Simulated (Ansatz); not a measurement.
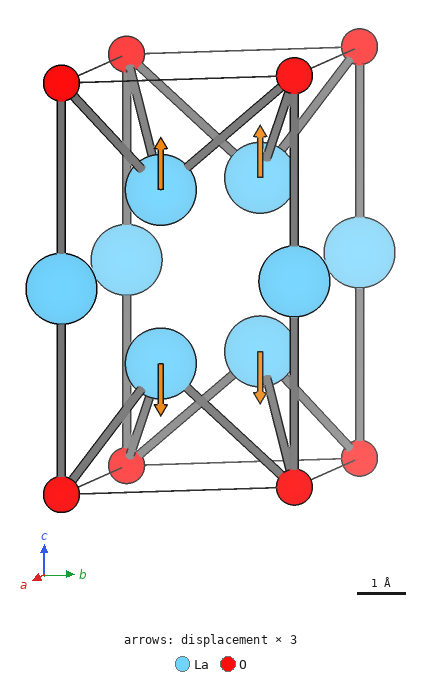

This is a relaxation of crystalline La$_{5}$O (a generated structure, set up in P6/mmm) (coarse preliminary run). The starting structure is drawn; orange arrows show the displacements (the part carried along by the change of the cell is left out), magnified 3 times.

A ball-and-stick model of the cell of the calculation, seen slightly off an axis.

Computed with Ansatz 0.2.0, DFT PBE, scalar-relativistic, plane waves, PAW. Settings: plane-wave cutoff 420 eV; k-point mesh 6 × 6 × 2; occupations gaussian; smearing width 0.1 eV; no spin polarisation; cell and atoms relaxed; force threshold 0.04 eV/Å; at most 70 steps.

What happened in the run?

Answer. The energy falls by 3.052 eV per cell of the calculation in 7 accepted moves (8 points after the start). Largest force component: 1.1 eV/Å at the start, 0.028 eV/Å at the end. Pressure: 2.45 GPa at the start and 0.32 GPa at the end. The SCF was repeated once at an unchanged geometry on a basis and grid sized afresh for the cell, which shifted the energy by 9.9 meV per cell of the calculation at most. The largest moves relative to the cell, 0.38 Å, are those of La atoms. O stays in place. The drawn cell changes as follows: a = b 5.033 → 5.389 Å (+7.1 %), c 8.683 → 6.505 Å (−25.1 %); the volume changes by −14.1 %. Among the contacts that change: La–La 5.017 → 3.003 Å, La–O 4.342 → 3.252 Å, La–O 3.839 → 3.455 Å, La–La 2.906 → 3.111 Å. The space group stays P6/mmm (No. 191). Cost: 3.1 min on 1 thread of Intel(R) Xeon(R) Processor @ 2.50GHz (Skylake/Cascade Lake), on a shared host, peak memory 0.51 GiB.
